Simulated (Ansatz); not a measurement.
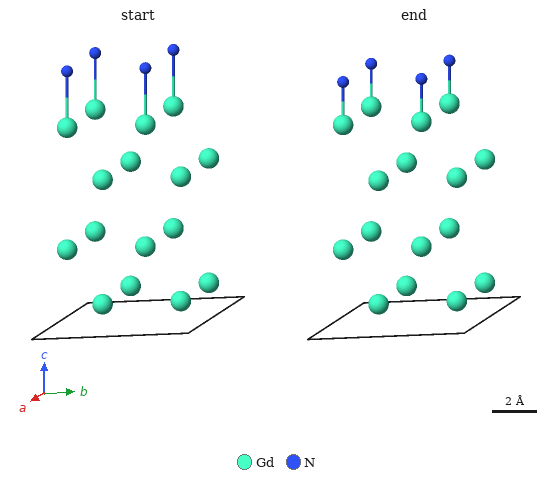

The structure of a slab of composition Gd4N (cut from the P6_3/mmc phase) before (left) and after (right) a constrained relaxation, at one scale.

Style: ball-and-stick. Shown: the 2 × 2 repeat of the cell, outlined in the plane, without the vacuum, slightly off an axis.

The slab is the (0 0 1) face of Gd with N on it. 2 atoms are held fixed.

All numbers below come from Ansatz 0.2.0, DFT PBE+U, scalar-relativistic, plane waves, PAW. (plane-wave cutoff 420 eV; k-point mesh 9 × 9 × 1; occupations gaussian; smearing width 0.1 eV; U Gd 6.0 eV; collinear spin; dipole correction; atoms relaxed in a fixed cell; force threshold 0.03 eV/Å; at most 70 steps)

Q: Summarise the run.

A: The atom that moves furthest is the N atom (0.51 Å along the normal (−c)). Largest moves by element: N 0.51 Å, Gd 0.13 Å. The cell stays as it was. Among the contacts that change: Gd–N 2.680 → 2.040 Å, Gd–Gd 3.516 → 3.660 Å. After 3 accepted moves (4 points after the start) the energy has fallen by 0.834 eV per cell of the calculation. The largest force component goes from 1.6 to 0.015 eV/Å. 1 step only repeated the SCF at the same geometry.

Limits of the set-up: the periodic images lie only 3.7 Å apart, so the values are limited by the cell's size.
